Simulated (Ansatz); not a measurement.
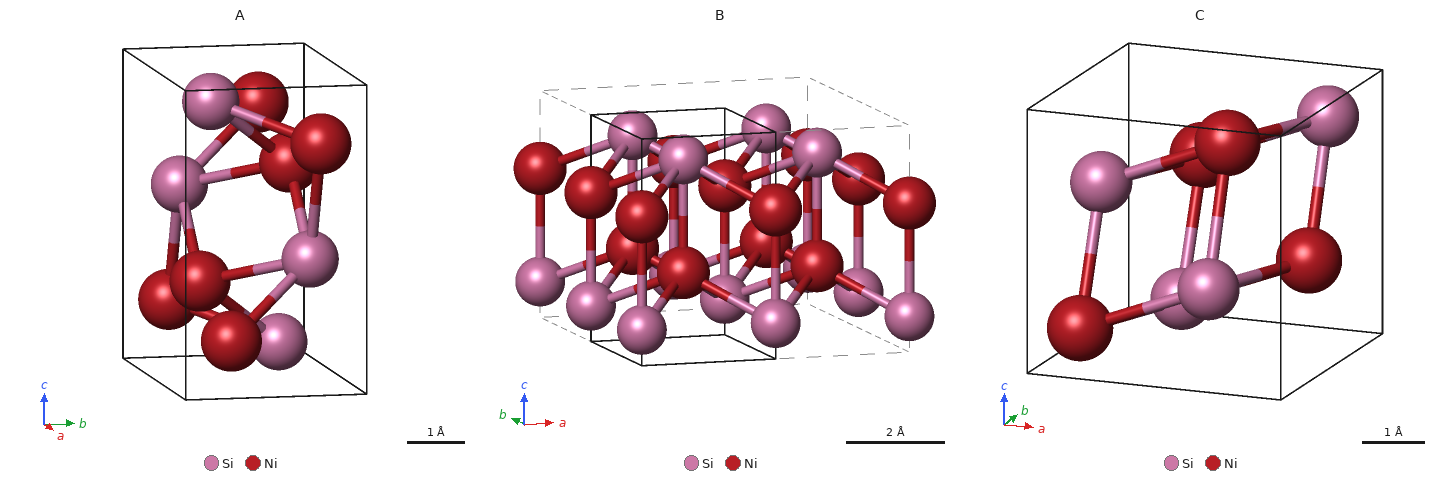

Three structures of SiNi, each relaxed (cell and atoms) at zero pressure; conventional cells in solid outline, small ones repeated, each panel with its own scale. Alike in all runs: Ansatz 0.2.0; functional PBEsol; potentials all-electron LAPW, scalar-relativistic; basis error allowed 0.002 eV/atom; occupations fermi-dirac, width 0.05 eV; collinear spin, ferromagnetic start; no spin-orbit coupling. The k meshes have like spacings.

Give the type and space group of each panel.

A: 8 atoms a cell on a primitive orthorhombic lattice, Pnma; B: 4 atoms a cell on a primitive orthorhombic lattice, Pmmn; C: 8 atoms a cell on a primitive cubic lattice, P2₁3.

Which of these is lowest in energy, and how far above it do the others lie?

A, then B (+50 meV/atom) and C (+97 meV/atom), static energies at zero smearing.

Could pressure favour another of these structures?

B is denser (11.3 against 11.8 Å³/atom), so pressure favours it. Setting PΔV equal to ΔE at fixed volumes gives a first estimate of 15 GPa for the crossing; compression of both forms, other phases and heat would move it.

Collect the results in a table.

| panel | space group | E − E(lowest) (meV/atom) | volume (Å³/atom) |
| --- | --- | --- | --- |
| A | Pnma | 0 | 11.8 |
| B | Pmmn | 50 | 11.3 |
| C | P2₁3 | 97 | 11.1 |

The starts are database entries or structure types tried for this composition, and the most stable form need not be among them.

Caveat: the k mesh is thin for a metal, which can move the energy by tens of meV per atom.
